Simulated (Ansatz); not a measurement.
## A convergence test on H6PbCBr3N (Pm): k mesh of the density

How far can the k mesh of the density be lowered for the gap of H6PbCBr3N (Pm)?

Method: DFT, r2SCAN, plane waves, PAW, in Ansatz 0.2.0.

### Step 1. Set-up

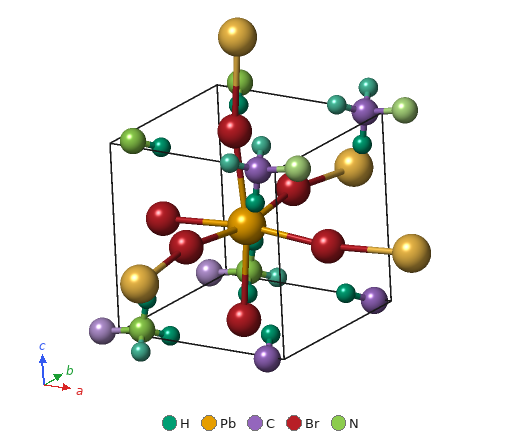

The starting structure, seen slightly off an axis (hydrogen teal, lead orange, carbon purple, bromine red, nitrogen green). Some periodic images of atoms are drawn too.

Coordinates:

```cif
data_structure
_symmetry_space_group_name_H-M 'P 1'
_symmetry_Int_Tables_number 1
_cell_length_a 6.0385
_cell_length_b 6.0597
_cell_length_c 6.1282
_cell_angle_alpha 90.000
_cell_angle_beta 90.072
_cell_angle_gamma 90.000
_cell_volume 224.24
loop_
_atom_site_label
_atom_site_type_symbol
_atom_site_fract_x
_atom_site_fract_y
_atom_site_fract_z
_atom_site_occupancy
H1 H 0.21826 0.86210 0.96819 1
H2 H 0.17779 0.00000 0.19864 1
H3 H 0.82510 0.85194 0.06162 1
H4 H 0.86934 0.00000 0.81171 1
H5 H 0.82510 0.14806 0.06162 1
H6 H 0.21826 0.13790 0.96819 1
Pb7 Pb 0.47527 0.50000 0.47799 1
C8 C 0.89731 0.00000 0.98852 1
Br9 Br 0.43003 0.50000 0.97275 1
Br10 Br 0.43485 0.00000 0.51271 1
Br11 Br 0.96654 0.50000 0.44074 1
N12 N 0.14061 0.00000 0.03247 1
```

The cell and positions are those that the Materials Project relaxed with its own functionals (PBE, PBE+U or r2SCAN), kept fixed. Spin-orbit coupling is left out unless a step names it. The default PAW set here is soft_2. Its files were made with PBE.

### Step 2. k mesh of the density: 2×2×2

Contents of input.yaml:

```yaml
crystal:
  lattice:
    - [6.038531, 0.0, 0.0]
    - [0.0, 6.05968, 0.0]
    - [-0.007679, 0.0, 6.128174]
  atoms:
    - { symbol: H, position: [0.218258, 0.862101, 0.96819] }
    - { symbol: H, position: [0.177786, 0.0, 0.198636] }
    - { symbol: H, position: [0.825095, 0.851944, 0.061619] }
    - { symbol: H, position: [0.869341, 0.0, 0.811715] }
    - { symbol: H, position: [0.825095, 0.148056, 0.061619] }
    - { symbol: H, position: [0.218258, 0.137899, 0.96819] }
    - { symbol: Pb, position: [0.475266, 0.5, 0.477994] }
    - { symbol: C, position: [0.897311, 0.0, 0.98852] }
    - { symbol: Br, position: [0.430028, 0.5, 0.972748] }
    - { symbol: Br, position: [0.434852, 0.0, 0.512708] }
    - { symbol: Br, position: [0.966538, 0.5, 0.440736] }
    - { symbol: "N", position: [0.140606, 0.0, 0.032465] }
kpoints:
  mp_grid: { grid: [2, 2, 2] }
  band_path:
    path:
      - [0.0, 0.0, 0.0]
      - [0.0, 0.5, 0.0]
      - [0.0, 0.5, 0.5]
      - [0.0, 0.0, 0.5]
      - [-0.5, 0.0, 0.5]
      - [-0.5, 0.5, 0.5]
      - [-0.5, 0.5, 0.0]
      - [-0.5, 0.0, 0.0]
      - [-0.5, 0.45, 0.5]
    npoints: 1
hamiltonian:
  xc: r2scan
scf:
  occupations: { method: fixed }
  n_extra_bands: 8
output:
  eigenvalues: true
  forces: true
  stress: true
  write_density: true
  write_potential: true
  elf: true
  volumetric_format: npy
```

Command:

```bash
ansatz run input.yaml --threads 3 --pin off --max-ram 92160MiB --backend cuda --events-out ev --progress --plain --runs-dir out --devices 1 --max-vram 13GiB
```

Numbers of over 12 decimals in the logs are rounded to 6 here.

Output:

```text
scf.n_extra_bands = 8 over 25 filled bands (N_el = 50.0): the run solves 33 bands
GPUs: using 1 of 1 available (devices: 1).
Engine: ansatz 0.2.0, x86_64-unknown-linux-gnu
Pseudopotentials: kind: paw
Pseudopotential: H, paw, valence charge 1, recommended cutoff 500 eV (meta_gga), H.paw.azcp
Pseudopotential: Pb, paw, valence charge 14, recommended cutoff 500 eV (meta_gga), Pb.paw.azcp
Pseudopotential: C, paw, valence charge 4, recommended cutoff 500 eV (meta_gga), C.paw.azcp
Pseudopotential: Br, paw, valence charge 7, recommended cutoff 500 eV (meta_gga), Br.paw.azcp
Pseudopotential: N, paw, valence charge 5, recommended cutoff 500 eV (meta_gga), N.paw.azcp
Functional definition: r2SCAN
  parameter k0 = 0.174
  parameter k1 = 0.065
  parameter a1 = 4.9479
  exchange = r2scan_x(k0 = k0, k1 = k1, a1 = a1)
  correlation = r2scan_c
device memory: the entry about to start is reckoned to put 4.0 GiB on a device that reports 56.6 GiB free (of which the cap on the GPU budget leaves the run 13.0 GiB)
GPU FFT provider: cuFFT
GPU libraries: cuBLAS 13.8.2, cuFFT 12.4.0, cuSOLVER 12.3.4
Crystal: 12 atoms, lattice volume = 224.239 Å³
Basis set: ecut = 500 eV, 5671 PW (Γ), exchange–correlation on 180×180×180 points (64 copies of the dense FFT grid, shifted against one another)
Bands: 33, of which v1, the nominal top of the filled ones, is band 25 counted from 1 (24 counted from 0)
Symmetry: 2 space group operations
Space group: Pm (ITA 6), of the structure as read, at distance tolerance 6.1e-5 Å
k-points: 8
Non-local potential: H, projectors of the file, l = 0: 2, l = 1: 1
Non-local potential: Pb, projectors of the file, l = 0: 2, l = 1: 2, l = 2: 2, l = 3: 2
Non-local potential: C, projectors of the file, l = 0: 2, l = 1: 2, l = 2: 1
Non-local potential: Br, projectors of the file, l = 0: 2, l = 1: 2, l = 2: 2
Non-local potential: N, projectors of the file, l = 0: 2, l = 1: 2, l = 2: 1
PAW form: soft (Blöchl's): semilocal exchange-correlation on the pseudo side does not see the compensation charge
PAW frozen core: Pb, regenerated for the run's functional (the file was generated under x = pbe(κ = 0.804, μ = 0.219515), c = pbe(β = 0.066725))
PAW frozen core: C, regenerated for the run's functional (the file was generated under x = pbe(κ = 0.804, μ = 0.219515), c = pbe(β = 0.066725))
PAW frozen core: Br, regenerated for the run's functional (the file was generated under x = pbe(κ = 0.804, μ = 0.219515), c = pbe(β = 0.066725))
PAW frozen core: N, regenerated for the run's functional (the file was generated under x = pbe(κ = 0.804, μ = 0.219515), c = pbe(β = 0.066725))
PAW one-centre angular grid: H, 302 points (default); XC on 160 Gauss nodes
PAW one-centre angular grid: Pb, 590 points (default); XC on 160 Gauss nodes
PAW one-centre angular grid: C, 302 points (default); XC on 239 of its mesh's 2573 points in the sphere
PAW one-centre angular grid: Br, 302 points (default); XC on 160 Gauss nodes
PAW one-centre angular grid: N, 302 points (default); XC on 160 Gauss nodes
Initial density: superposition of atomic densities (neutral atoms: chi_scale 0, normalization atom), corrected by the library's trained network
Initial wavefunctions: pseudopotential atomic-orbital guess
GPU buffer pool allocated for 91125 grid points (all kernels)
GPU transforms: local potential and band sums: pruned to the plane-wave sphere, on 45×45×45
Functional: x = r2scan, c = r2scan; τ floored in thin density (d = 2e-4 eV/Å³)
SCF iter   1: F=—  HF=-21038.150638 eV  |F-HF|=—  |Δ(HF+E_count)|=         —  Δρ=5.46e-3  dr2=1.02e-1  dr2_τ=4.49e-1  ethr=1.77e-3  ⟨swp⟩=5.1  Hψ=1103  notcnv=0  defer=38
preconditioner: auto → Resta (q_TF=auto, 2.125 Å⁻¹)  ε∞=2.5  [insulator: Δε(μ)=2.513 eV  Ē_g=14.144 eV  n_scr=32 (ndim 8)  ℏωp=17.2 eV  f_vac=0.110  ε∞_Penn≈2.5]
SCF iter   2: F=—  HF=-21037.955174 eV  |F-HF|=—  |Δ(HF+E_count)|=   1.95e-1  Δρ=2.71e-3  dr2=2.16e-2  dr2_τ=7.50e-4  ethr=2.03e-4  ⟨swp⟩=2.8  Hψ=510  notcnv=0  defer=45
SCF iter   3: F=—  HF=-21037.951649 eV  |F-HF|=—  |Δ(HF+E_count)|=   3.53e-3  Δρ=6.05e-4  dr2=1.08e-3  dr2_τ=8.51e-5  ethr=4.32e-5  ⟨swp⟩=3.2  Hψ=396  notcnv=0  defer=48
SCF iter   4: F=—  HF=-21037.951738 eV  |F-HF|=—  |Δ(HF+E_count)|=   8.91e-5  Δρ=2.44e-4  dr2=1.50e-4  dr2_τ=2.90e-5  ethr=2.16e-6  ⟨swp⟩=2.1  Hψ=457  notcnv=0  defer=48
SCF iter   5: F=—  HF=-21037.951727 eV  |F-HF|=—  |Δ(HF+E_count)|=   1.10e-5  Δρ=5.49e-5  dr2=9.15e-6  dr2_τ=4.25e-7  ethr=3.01e-7  ⟨swp⟩=2.4  Hψ=418  notcnv=0  defer=48
SCF iter   6: F=—  HF=-21037.951761 eV  |F-HF|=—  |Δ(HF+E_count)|=   3.43e-5  Δρ=3.12e-5  dr2=1.95e-6  dr2_τ=2.64e-7  ethr=1.83e-8  ⟨swp⟩=2.0  Hψ=453  notcnv=0  defer=41
SCF iter   7: F=—  HF=-21037.951761 eV  |F-HF|=—  |Δ(HF+E_count)|=   1.67e-7  Δρ=6.80e-6  dr2=1.52e-7  dr2_τ=1.24e-8  ethr=3.89e-9  ⟨swp⟩=2.0  Hψ=400  notcnv=0  defer=41
SCF iter   8: F=-21037.951761 eV  HF=-21037.951761 eV  |F-HF|=1.13e-8  |Δ(HF+E_count)|=   1.32e-7  Δρ=1.43e-6  dr2=6.62e-9  dr2_τ=2.38e-10  ethr=2.00e-10  ⟨swp⟩=21.2  Hψ=2736  notcnv=0
SCF 1 converged in 8 iterations: F = -21037.951761 eV  dr2 = 6.62e-9
[...]
device memory: the entry about to start is reckoned to put 2.3 GiB on a device that reports 60.1 GiB free (of which the cap on the GPU budget leaves the run 13.0 GiB)
NSCF: frozen V_eff on 9 k-points
SCF converged after 8 iterations
Free energy (F): -21037.951761 eV
Harris-Foulkes:  -21037.951761 eV  (|F-HF|=1.13e-8)
Internal energy: -21037.951761 eV  (E = F + TS)
E sigma→0 (E₀):  -21037.951761 eV
Fermi energy:    1.317333 eV
--- Per-component energies (eV) ---
  E_band       = -374.120795
  E_kinetic    = 991.790633
  E_local      = -3158.844214  (includes V_loc(G=0)·N_el)
  E_nonlocal   = 642.442956
  E_hartree    = 1111.687849
  E_xc         = -1121.065277
  E_vxc        = -715.099660  (∫ρ·V_xc dr)
  E_paw        = -17473.681216  (= ΣΔE_a)
  E_vpaw       = -399.414241  (= ΣTr[D̂ρ^β])
  E_aug_tail   = -0.002800  (compensation charges beyond the density's cutoff)
  E_vtau       = 41.630209  (kinetic-family band-sum trace: ∫τ·v_τ [+ j·A + Jᵃ·Aᵃ] dr)
  E_ewald      = -2030.716275
  E_core_change = 0.436583  (= ΣΔE_core)
  E_smearing   = -0.000000  (= −TS)
  E_closure    = -0.000000  (closes the sum)
  Σ components = -21037.951761   (vs F -21037.951761, Δ=0.00e0)
--- Forces (eV/Å), atoms counted from 1 ---
  atom   1  H     -0.18748707     0.20531659     0.10163321
  atom   2  H     -0.16676784     0.00000000    -0.41205500
  atom   3  H      0.14903970     0.18752815    -0.09806252
  atom   4  H      0.12557577     0.00000000     0.31681712
  atom   5  H      0.14903970    -0.18752815    -0.09806252
  atom   6  H     -0.18748707    -0.20531659     0.10163321
  atom   7  Pb     0.23151676    -0.00000000     0.09768361
  atom   8  C     -0.14883883     0.00000000    -0.09776696
  atom   9  Br    -0.13357222    -0.00000000    -0.02429851
  atom  10  Br    -0.14635124    -0.00000000     0.06554113
  atom  11  Br     0.00748007     0.00000000    -0.13555208
  atom  12  N      0.30782365     0.00000000     0.18248596
  max |Σ_I F_I| component: 2.86e-5 eV/Å
--- Stress (GPa, compression-positive) ---
       -0.247152       0.000000       0.002497
        0.000000      -0.610243      -0.000000
        0.002501      -0.000000      -0.713466
  P = ⅓ Tr σ = -0.5236 GPa (-5.236 kbar)
--- Band table (eV; the first three rows and the last of 8) ---
  k-point 0: bands = [... 21 lower, -0.2226, -0.1160, 0.1933, 0.2134, 5.8321, 6.9206, 7.0236, 7.5237, ... 4 higher]
  k-point 1: bands = [... 21 lower, -0.1103, -0.0638, 0.1830, 0.2599, 4.4703, 6.8545, 7.0180, 7.2330, ... 4 higher]
  k-point 2: bands = [... 21 lower, -0.0996, -0.0113, 0.1777, 0.2646, 4.5566, 6.6283, 7.1906, 7.2545, ... 4 higher]
  k-point 7: bands = [... 21 lower, -0.0217, 0.4163, 0.4179, 1.3173, 3.7369, 3.7567, 3.9744, 7.0654, ... 4 higher]
```

The job ended after 15 s (1 × NVIDIA H100 80GB HBM3 (shared by 6 runs) with 3 threads of AMD EPYC 7R13 (Zen 3), shared host; peak memory 1.2 GiB; 7 s of CPU time).

Reading the cycles: dr2 is the Hartree energy of the density residual (eV), the measure of convergence; HF is the Harris–Foulkes estimate of the energy, which meets the free energy F at convergence.

This step gave:

```
pressure             : -0.5236 GPa
gap                  : 2.413 eV
valence top at       : E
conduction bottom at : k = (-0.500, 0.450, 0.500)
least direct gap     : 2.420 eV
```

The gap is indirect, with the least direct gap 0.006 eV higher.

### Step 3. k mesh of the density: 4×4×4 (the default)

Edit input.yaml of step 2 so:

```diff
@@ -19,3 +19,3 @@
 kpoints:
-  mp_grid: { grid: [2, 2, 2] }
+  mp_grid: { grid: [4, 4, 4] }
   band_path:
@@ -26,8 +26,10 @@
       - [0.0, 0.0, 0.5]
+      - [0.0, 0.0, 0.0]
       - [-0.5, 0.0, 0.5]
       - [-0.5, 0.5, 0.5]
+      - [0.0, 0.5, 0.0]
       - [-0.5, 0.5, 0.0]
       - [-0.5, 0.0, 0.0]
-      - [-0.5, 0.45, 0.5]
-    npoints: 1
+      - [0.0, 0.0, 0.0]
+    npoints: 10
 hamiltonian:
@@ -35,3 +37,3 @@
 scf:
-  occupations: { method: fixed }
+  occupations: { method: fermi_dirac, width: 0.02 }
   n_extra_bands: 8
```

Output:

```text
[...]
GPUs: using 1 of 1 available (devices: 1).
[...]
GPU FFT provider: cuFFT
GPU libraries: cuBLAS 13.8.2, cuFFT 12.4.0, cuSOLVER 12.3.4
Crystal: 12 atoms, lattice volume = 224.239 Å³
Basis set: ecut = 500 eV, 5671 PW (Γ), exchange–correlation on 180×180×180 points (64 copies of the dense FFT grid, shifted against one another)
[...]
k-point 0: bands = [... 21 lower, -0.2631, -0.1562, 0.1412, 0.1621, 5.8154, 6.9494, 7.0518, 7.5115, ... 4 higher]
  k-point 1: bands = [... 21 lower, -0.2960, -0.1306, 0.1365, 0.1542, 5.7443, 6.2714, 6.9531, 7.4616, ... 4 higher]
  k-point 2: bands = [... 21 lower, -0.1513, -0.1041, 0.1310, 0.2352, 4.5083, 6.8841, 7.0155, 7.2103, ... 4 higher]
  k-point 29: bands = [... 21 lower, -0.0635, 0.3655, 0.3668, 1.3199, 3.7785, 3.7974, 4.0092, 7.0501, ... 4 higher]
[key lines of the parts left out:]
SCF converged after 8 iterations
Free energy (F): -21038.356547 eV
Fermi energy:    2.545923 eV
P = ⅓ Tr σ = -1.2368 GPa (-12.368 kbar)
```

The job ended after 21 s (1 × NVIDIA H100 80GB HBM3 (shared by 6 runs) with 3 threads; peak memory 1.3 GiB; 10 s of CPU time).

This step gave:

```
pressure             : -1.237 GPa
gap                  : 2.452 eV
valence top at       : E
conduction bottom at : k = (-0.500, 0.450, 0.500)
least direct gap     : 2.459 eV
```

The gap is 2.452 eV, +0.039 eV from the run before at this level.

### Step 4. k mesh of the density: 6×6×6

Edit input.yaml of step 3 so:

```diff
@@ -19,3 +19,3 @@
 kpoints:
-  mp_grid: { grid: [4, 4, 4] }
+  mp_grid: { grid: [6, 6, 6] }
   band_path:
@@ -26,10 +26,8 @@
       - [0.0, 0.0, 0.5]
-      - [0.0, 0.0, 0.0]
       - [-0.5, 0.0, 0.5]
       - [-0.5, 0.5, 0.5]
-      - [0.0, 0.5, 0.0]
       - [-0.5, 0.5, 0.0]
       - [-0.5, 0.0, 0.0]
-      - [0.0, 0.0, 0.0]
-    npoints: 10
+      - [-0.5, 0.45, 0.5]
+    npoints: 1
 hamiltonian:
@@ -37,3 +35,3 @@
 scf:
-  occupations: { method: fermi_dirac, width: 0.02 }
+  occupations: { method: fixed }
   n_extra_bands: 8
```

Output:

```text
[...]
GPUs: using 1 of 1 available (devices: 1).
[...]
GPU FFT provider: cuFFT
GPU libraries: cuBLAS 13.8.2, cuFFT 12.4.0, cuSOLVER 12.3.4
Crystal: 12 atoms, lattice volume = 224.239 Å³
Basis set: ecut = 500 eV, 5671 PW (Γ), exchange–correlation on 180×180×180 points (64 copies of the dense FFT grid, shifted against one another)
[...]
k-point 0: bands = [... 21 lower, -0.2653, -0.1587, 0.1371, 0.1581, 5.8144, 6.9514, 7.0537, 7.5107, ... 4 higher]
  k-point 1: bands = [... 21 lower, -0.2978, -0.1481, 0.1349, 0.1529, 5.9717, 6.4118, 6.9986, 7.5538, ... 4 higher]
  k-point 2: bands = [... 21 lower, -0.2638, -0.1173, 0.1298, 0.1618, 5.1619, 6.5220, 6.9183, 7.3765, ... 4 higher]
  k-point 79: bands = [... 21 lower, -0.0658, 0.3618, 0.3632, 1.3200, 3.7813, 3.8001, 4.0110, 7.0492, ... 4 higher]
[key lines of the parts left out:]
SCF converged after 7 iterations
Free energy (F): -21038.369422 eV
Fermi energy:    1.320045 eV
P = ⅓ Tr σ = -1.2759 GPa (-12.759 kbar)
```

Run time: 26 s. Hardware: 1 × NVIDIA H100 80GB HBM3 (shared by 6 runs) with 3 threads; peak memory 1.5 GiB.

Numbers from this step:

| Property | Result |
| --- | --- |
| pressure | -1.276 GPa |
| gap | 2.455 eV |
| valence top at | E |
| conduction bottom at | k = (-0.500, 0.450, 0.500) |
| least direct gap | 2.461 eV |

The gap is 2.455 eV, +0.003 eV from the run before at this level.

### Step 5. The series

Differences are against the last row; a negative gap means that bands overlap, and a run with a band path holds that path's time. Times are wall times on 1 × NVIDIA H100 80GB HBM3 (shared by 6 runs) with 3 threads of AMD EPYC 7R13 (Zen 3), shared host, good to a factor of about two.

| k mesh of the density | gap (eV) | direct gap (eV) | gap error (eV) | energy error (meV/atom) | irreducible k | time |
| --- | --- | --- | --- | --- | --- | --- |
| 2×2×2 | 2.413 | 2.420 | −0.042 | +34.8 | 8 | 15 s |
| 4×4×4 | 2.452 | 2.459 | −0.003 | +1.1 | 30 | 21 s |
| 6×6×6 | 2.455 | 2.461 | +0.000 | +0.0 | 80 | 26 s |

### Step 6. Results

| Quantity | Value |
| --- | --- |
| 2×2×2 | 2.413 eV |
| 4×4×4 | 2.452 eV |
| 6×6×6 | 2.455 eV |

The gap holds to 0.02 eV from 4×4×4 on. At 2×2×2 the gap is off by −0.042 eV and the energy by +35 meV/atom. The gap is read over the mesh and added points near the edges, so meshes differ mainly through the density and, for a hybrid, the exchange operator.

[Paths, hosts, dates, memory and timing lines, banners, echoed tables and standing remarks are left out of the program output.]

[Logs are printed without paths, hosts, clocks, repeated set-up lines and the standing remarks that a program may print on its own settings, such as how far it seeks lower states.]

[Runs of the session that timed out or met a known fault of the program may be left out.]

[Cells called generated may have been cut or substituted from an entry of the Crystallography Open Database or the Materials Project.]

[No measured gap is set beside runs whose start may be inverted or whose files or cutoffs have a known fault.]

[Hosts, paths, dates, database ids (printed as entryN), source tags and the programs' standing remarks are cut or masked in the printed files.]
